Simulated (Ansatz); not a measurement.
**A series of single points on SrO**

System: SrO (2 atoms in the cell).
Method: Kohn-Sham DFT of a periodic cell, PBE, all-electron LAPW, scalar-relativistic, no spin polarisation (Ansatz 0.2.0).

The 7 runs differ only in the geometry, by an even scaling of the cell at fixed fractional positions. The structure derives from an entry of the Crystallography Open Database.

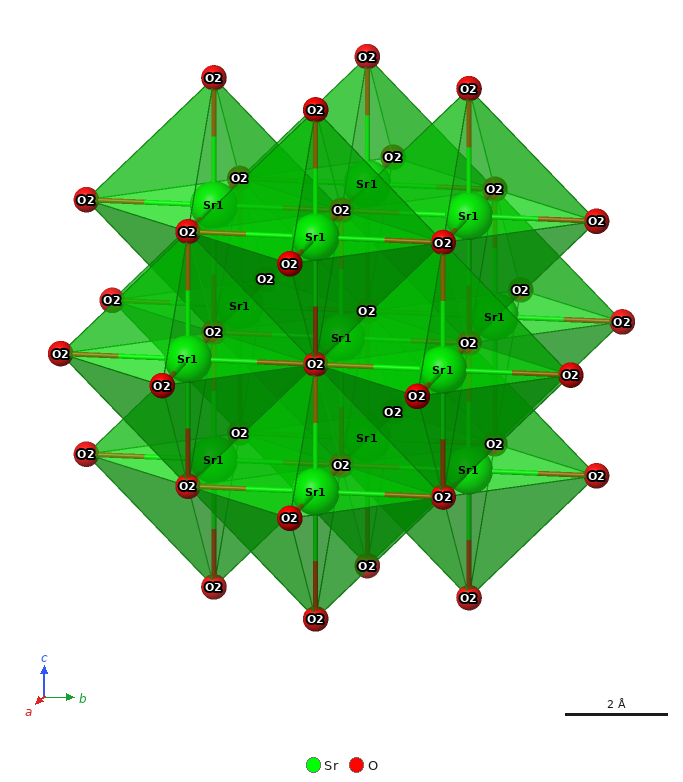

Figure 1. The structure of run 4 (polyhedral view of the cell 4 times as large as that of the calculation, set on its symmetry axes, seen slightly off an axis; polyhedra are completed across the faces of the cell; atoms are numbered from 1 in the order of the input).

### Input of run 4
```yaml
crystal:
  lattice:
    - [0.0, 2.5663, 2.5663]
    - [2.5663, 0.0, 2.5663]
    - [2.5663, 2.5663, 0.0]
  atoms:
    - { symbol: Sr, position: [0.5, 0.5, 0.5] }
    - { symbol: O, position: [0.0, 0.0, 0.0] }
kpoints:
  mp_grid: { grid: [9, 9, 9] }
scf:
  occupations: { method: fermi_dirac, width: 0.05 }
hamiltonian:
  xc: pbe
  pseudopotentials: { kind: all_electron, lapw: { basis_error: 0.0005 } }
output:
  forces: true
  stress: true
  eigenvalues: true
```

Command:
```bash
ansatz run input.yaml --threads 1 --pin off --max-ram 3072MiB --backend cpu --events-out ev --progress --plain --runs-dir out
```

Run 6 differs from it as follows:
```diff
-    - [0.0, 2.5663, 2.5663]
-    - [2.5663, 0.0, 2.5663]
-    - [2.5663, 2.5663, 0.0]
+    - [0.0, 2.600070978, 2.600070978]
+    - [2.600070978, 0.0, 2.600070978]
+    - [2.600070978, 2.600070978, 0.0]
```

### Results, with one run withheld

```tsv
run	volume per atom (Å³)	free energy per atom, from the lowest run given (meV)	pressure (GPa)	gap on the mesh (eV)
1	15.887	47.06	10.35	3.33
2	16.225	28.02	7.75	3.34
3	16.563	14.18	5.42	3.36
4	16.901	4.99	3.32	3.37
5	17.239	0.00	1.44	3.38
6	17.577	?	?	?
7	17.915	0.94	−1.77	3.39
```

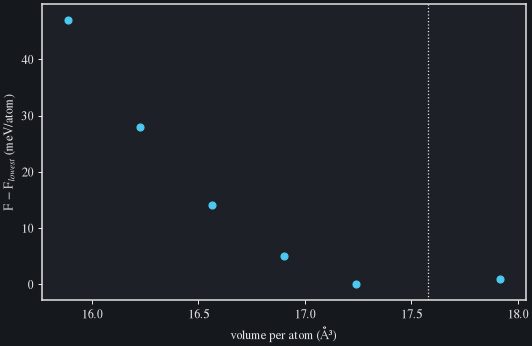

Figure 2. Free energy per atom of the runs given; the dotted line marks run 6.

Fit the runs given and predict run 6.

A cubic polynomial in V^(−2/3) (the Birch–Murnaghan form), fitted to the 6 runs given, misses them by under 0.01 meV per atom. With x = V^(−2/3) − 0.15265 Å⁻², it reads F = 8.1076 + 4245.5 x + 4.8404e+05 x² + 7.5751e+05 x³ (meV per atom). At run 6 it gives −1.23 meV per atom, and the run itself gives −1.22. The slope of the fit gives a pressure −dF/dV of −0.25 GPa there, and the run prints −0.25 GPa. The fit has its minimum at 17.525 Å³ per atom, where V d²F/dV² gives 84.6 GPa: the bulk modulus at this level, since symmetry fixes the shape and the positions. The gap on the mesh goes, without turning, from 3.33 eV in run 1 to 3.39 eV in run 7; run 6 has 3.38 eV. These are gaps of this functional on this mesh, which can miss the band edges; they aren't the measured gap.

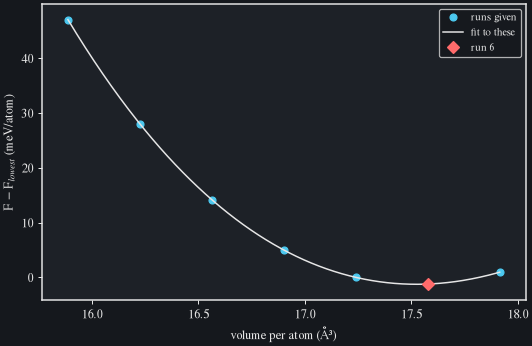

Figure 3. The fit and the withheld run.

### Output, shortened to warnings, some set-up lines, iterations and results (run 6)
```
Basis set: ecut = 228.98573244544977 eV, 283 PW (Γ), exchange–correlation at level 2
Symmetry: 48 space group operations
k-points: 35 of 729
Initial density: superposition of atomic densities (chi_scale 0.1, normalization cell, long waves kept (reshape's long-wave potential 0.00 eV rms))
[...]
SCF iter   1: F=—  HF=-88572.586191 eV  |F-HF|=—  |Δ(HF+E_count)|=         —  Δρ=6.91e-2  dr2=2.62e0  ethr=7.70e-3  ⟨swp⟩=2.0  Hψ=4536  notcnv=0
SCF iter   2: F=—  HF=-88571.982328 eV  |F-HF|=—  |Δ(HF+E_count)|=   6.04e-1  Δρ=3.89e-2  dr2=7.80e-1  ethr=7.70e-3  ⟨swp⟩=3.0  Hψ=2292  notcnv=0
SCF iter   3: F=—  HF=-88570.486285 eV  |F-HF|=—  |Δ(HF+E_count)|=    1.50e0  Δρ=1.88e-2  dr2=1.96e-1  ethr=2.29e-3  ⟨swp⟩=3.0  Hψ=2319  notcnv=0
SCF iter   4: F=—  HF=-88570.567952 eV  |F-HF|=—  |Δ(HF+E_count)|=         —  Δρ=1.89e-2  dr2=2.06e-1  ethr=5.75e-4  ⟨swp⟩=3.0  Hψ=2457  notcnv=0
SCF iter   5: F=—  HF=-88570.469641 eV  |F-HF|=—  |Δ(HF+E_count)|=   9.83e-2  Δρ=6.48e-3  dr2=2.41e-2  ethr=5.75e-4  ⟨swp⟩=2.0  Hψ=2100  notcnv=0
SCF iter   6: F=—  HF=-88570.456557 eV  |F-HF|=—  |Δ(HF+E_count)|=   1.31e-2  Δρ=3.75e-4  dr2=8.30e-5  ethr=2.44e-7  ⟨swp⟩=2.6  Hψ=3769  notcnv=0
SCF iter   7: F=—  HF=-88570.456477 eV  |F-HF|=—  |Δ(HF+E_count)|=   8.01e-5  Δρ=1.02e-4  dr2=6.02e-6  ethr=2.44e-7  ⟨swp⟩=2.0  Hψ=2100  notcnv=0
SCF iter   8: F=-88570.456503 eV  HF=-88570.456503 eV  |F-HF|=4.18e-8  |Δ(HF+E_count)|=   2.60e-5  Δρ=9.06e-6  dr2=4.31e-8  ethr=1.77e-8  ⟨swp⟩=2.0  Hψ=2100  notcnv=0
SCF 1 converged in 8 iterations: F = -88570.456503 eV  dr2 = 4.31e-8
SCF converged after 8 iterations
Free energy (F): -88570.456503 eV
Harris-Foulkes:  -88570.456503 eV  (|F-HF|=4.18e-8)
Internal energy: -88570.456503 eV  (E = F + TS)
E sigma→0 (E₀):  -88570.456503 eV
Fermi energy:    10.705550 eV
--- Per-component energies (eV) ---
  E_band       = -3204.576880
  E_kinetic    = 91133.793257
  E_xc         = -3098.096002
  E_electrostatic = -176606.153759  (all electrons and nuclei)
  E_smearing   = -0.000000  (= −TS)
  E_closure    = 0.000000  (closes the sum)
  E_atoms      = -88558.394032  (free atoms, spherical and without spin; not in F)
  Σ components = -88570.456503   (vs F -88570.456503, Δ=0.00e0)
  Basis errors (estimates in eV, not in F): energy 2.0e-4 per atom: plane waves 1.9e-4 (9.6e-5 summed), levels above the bands 2.8e-59, relativity 2.7e-8, radial functions 1.4e-5, core shells 1.6e-8; eigenvalues (radial functions only) 4.9e-6; not estimated: angular momenta, meshes, grids; target …
--- Forces (eV/Å), atoms counted from 1 ---
  atom   1  Sr     0.00000000    -0.00000000     0.00000000
  atom   2  O     -0.00000000     0.00000000    -0.00000000
  max |Σ_I F_I| component: 1.68e-30 eV/Å
--- Stress (GPa, compression-positive) ---
       -0.250475      -0.000000      -0.000000
       -0.000000      -0.250475       0.000000
       -0.000000       0.000000      -0.250475
  P = ⅓ Tr σ = -0.2505 GPa (-2.505 kbar)
```
